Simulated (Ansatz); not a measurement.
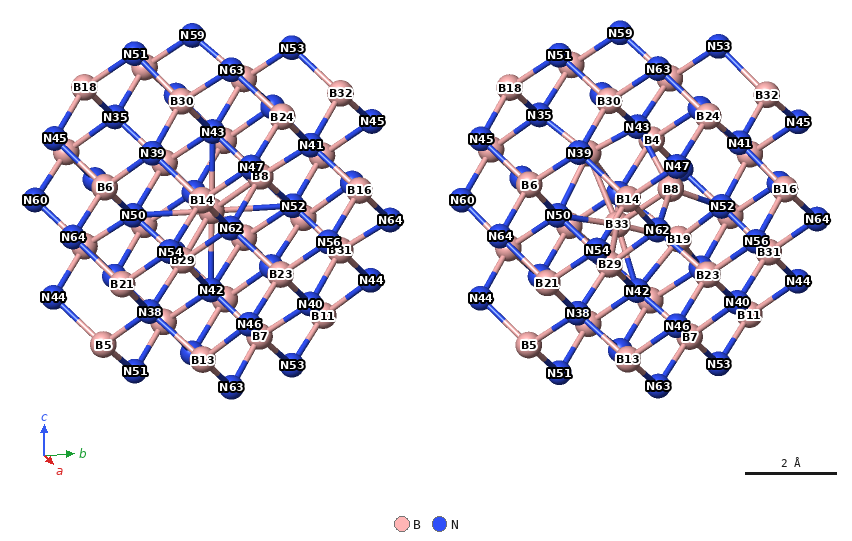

Two geometries of a defect cell of composition B33N32 (cell charge +1), drawn at one scale. One is the start of a relaxation, the other its converged end. A ball-and-stick model of the atoms within 4.2 Å of the atom that moves most (axes of the cell of the calculation (origin shifted)), seen slightly off an axis.

Method: Ansatz 0.2.0, DFT, PBEsol, PAW, plane waves. (plane-wave cutoff 420 eV; k-point mesh 1 × 1 × 1; mesh shifted by (0.25, 0.25, 0.25); no spin polarisation; atoms relaxed in a fixed cell; force threshold 0.03 eV/Å; at most 80 steps)

Which geometry has the lower energy?

Answer. The right one is the relaxed one. Over 9 geometry steps the energy falls by 6.299 eV per cell of the calculation. The largest force component goes from 3.9 to 0.013 eV/Å. The largest move is that of a B atom, 0.65 Å along [−1 −1 −1]. By element the largest moves are B 0.65 Å, N 0.11 Å. The cell doesn't change. Near-neighbour distances that change, for instance: B–N 1.559 → 2.186 Å, B–N 1.804 → 2.346 Å, B–N 1.843 → 2.346 Å, B–B 2.591 → 2.216 Å. Bonds break, among them: B–N (1.56 → 2.19 Å). Bond angles that change, for instance: B–B–N 177.0° → 145.9°, B–B–N 175.8° → 145.9°, B–B–N 71.4° → 94.4°. Cost: 31 s on 7 threads of Arm Neoverse-V2, peak memory 0.86 GiB.

Limits of the set-up: the periodic images lie only 7.2 Å apart, so the values are limited by the cell's size; the cell is charged, on a uniform background, and energies carry no finite-size correction.
